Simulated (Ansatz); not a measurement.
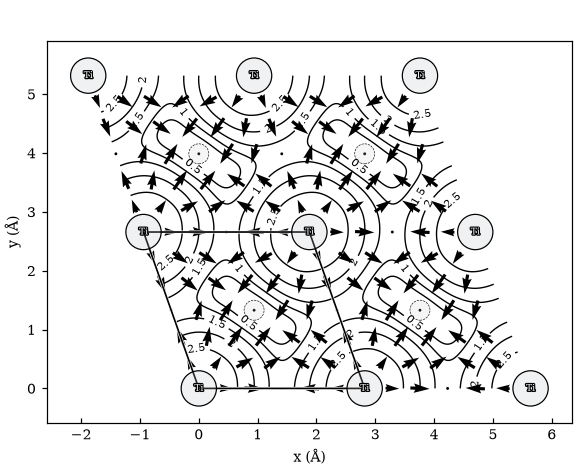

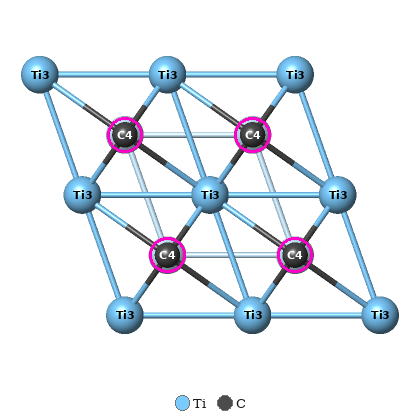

Energy landscape of C on a Ti(110) slab cut from the Im-3m phase, its upper half relaxed before the scan (3 atoms of substrate and one adsorbate in a 1 × 1 cell). 
- C is moved over the surface cell; relaxed at each place: the height of the adsorbate's atoms; substrate rigid; the origin of the map has the adsorbate above Ti3.
- Places are given modulo a cell vector. The map is drawn in real space over the plane of the surface.
- The grid has 6 × 6 points; 13 points were computed and 23 follow by symmetry.
- Energies are in eV, from the lowest grid point.
- With one adsorbate in each 1 × 1 cell, its nearest image is 2.8 Å away, so neighbouring adsorbates interact.
- The calculation used Ansatz, DFT PBE, scalar-relativistic, plane waves, PAW. Settings: cutoff 420 eV, k-mesh 10×10×1, gaussian smearing 0.1 eV, no spin polarisation.

In the figure: contour lines labelled in eV, arrows along the force (downhill), their lengths compressed, labelled circles for the atoms of the top layer and small ones for the second layer, the outline of one cell of the 2 × 2 shown. Between grid points the surface is interpolated. The second picture is the structure at the lowest point; rings mark the moved atoms.

Where are the wells?

The lowest grid point is at a bridge site between two Ti atoms, over a second-layer Ti atom, (3/6, 3/6) of the cell vectors. It is the only kind of minimum in the scanned range. The highest grid point, the top site over a surface Ti atom, (0/6, 0/6) of the cell vectors, lies 2.95 eV above the lowest. On the interpolated surface the easiest way out of the lowest well to its copy in the next cell or period passes a barrier of about 1.3 eV. At the lowest point the adsorbate has 2 Ti at 1.88 Å as nearest neighbours, at the highest 1 Ti at 1.95 Å. Its relaxed height above the top atom is 0.94 Å at the lowest and 1.95 Å at the highest point.

Grid values (eV):

| second ↓, first → | 0/6 | 1/6 | 2/6 | 3/6 | 4/6 | 5/6 |
| --- | --- | --- | --- | --- | --- | --- |
| 5/6 | 2.73 | 2.31 | 1.42 | 1.20 | 2.11 | 2.68 |
| 4/6 | 2.00 | 1.42 | 0.42 | 0.63 | 1.63 | 2.11 |
| 3/6 | 1.30 | 1.20 | 0.63 | 0.00 | 0.63 | 1.20 |
| 2/6 | 2.00 | 2.11 | 1.63 | 0.63 | 0.42 | 1.42 |
| 1/6 | 2.73 | 2.68 | 2.11 | 1.20 | 1.42 | 2.31 |
| 0/6 | 2.95 | 2.73 | 2.00 | 1.30 | 2.00 | 2.73 |

Time for the 13 points that were run: 19 min on 1 thread of Intel(R) Xeon(R) Platinum 8259CL CPU @ 2.50GHz (Skylake/Cascade Lake), on a shared host.

PAW datasets: the set soft_1.
